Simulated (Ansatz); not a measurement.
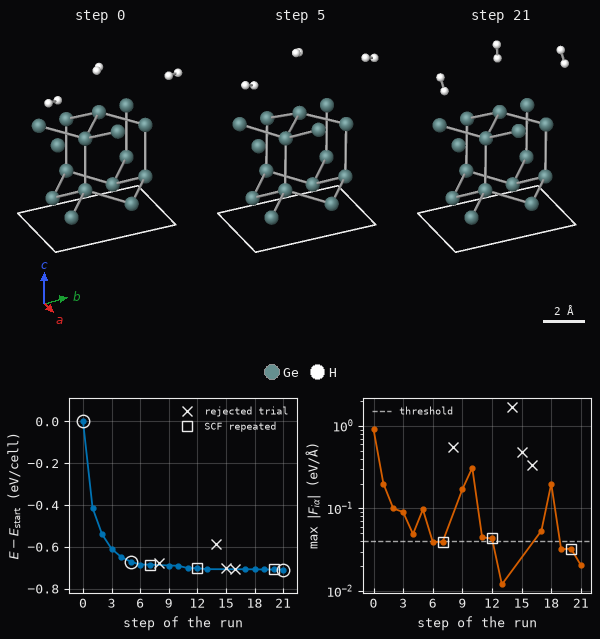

Frames of a constrained relaxation of a slab of composition Ge$_{4}$H (cut from the Fd-3m phase), marked on the history of the run. Style: ball-and-stick. Shown: the cell of the calculation, outlined in the plane, without the vacuum (origin shifted), slightly off an axis.

Case: 2 H2 a cell, flat, over a top Ge site. The slab is the (1 1 1) face of Ge with H2 on it. 8 atoms are held fixed.

All numbers below come from DFT PBE+D3(BJ), scalar-relativistic, plane waves, PAW (Ansatz). Settings: plane-wave cutoff 420 eV; k-point mesh 3 × 3 × 1; occupations gaussian; smearing width 0.1 eV; no spin polarisation; dipole correction; atoms relaxed in a fixed cell; force threshold 0.04 eV/Å; at most 100 steps.

What happens along the run?

Over 14 accepted moves (21 points after the start) the energy falls by 0.709 eV per cell of the calculation. Largest force component: 0.91 eV/Å at the start, 0.021 eV/Å at the end. The line search rejected the trial steps at points 8, 14, 15, 16 of the run. 3 steps only repeated the SCF at the same geometry. The forces were under the threshold at step 6, but the run went on from there. The largest moves, 1.43 Å, are those of H atoms. Largest moves by element: H 1.43 Å, Ge 0.07 Å. The lattice vectors keep their values. Some distances before and after: Ge–Ge 2.592 → 2.599 Å. The run took 10 min on 4 threads of Arm Neoverse V2, with other jobs on the host, peak memory 3.4 GiB. From step 0 to 5: H atoms move most (0.98 Å), energy −0.670 eV per cell of the calculation. From step 5 to 21: an H atom moves most (0.70 Å), energy −38.2 meV per cell of the calculation.

```
step  E − E(0), meV/atom  largest force component, eV/Å                         note
   0                0.00                         0.9061                             
   1              -20.67                         0.1994                             
   2              -26.99                         0.0998                             
   3              -30.47                         0.0902                             
   4              -32.41                         0.0489                             
   5              -33.52                         0.0972                             
   6              -34.23                         0.0393                             
   7              -34.23                         0.0395  same geometry, SCF repeated
   8              -33.79                         0.5488                     rejected
   9              -34.45                         0.1704                             
  10              -34.50                         0.3102                             
  11              -35.08                         0.0446                             
  12              -35.08                         0.0433  same geometry, SCF repeated
  13              -35.33                         0.0120                             
  14              -29.30                         1.7014                     rejected
  15              -35.11                         0.4770                     rejected
  16              -35.19                         0.3357                     rejected
  17              -35.34                         0.0536                             
  18              -35.36                         0.1988                             
  19              -35.40                         0.0319                             
  20              -35.40                         0.0327  same geometry, SCF repeated
  21              -35.43                         0.0205
```

Limits of the set-up: the periodic images lie only 8.1 Å apart, so the values are limited by the cell's size.
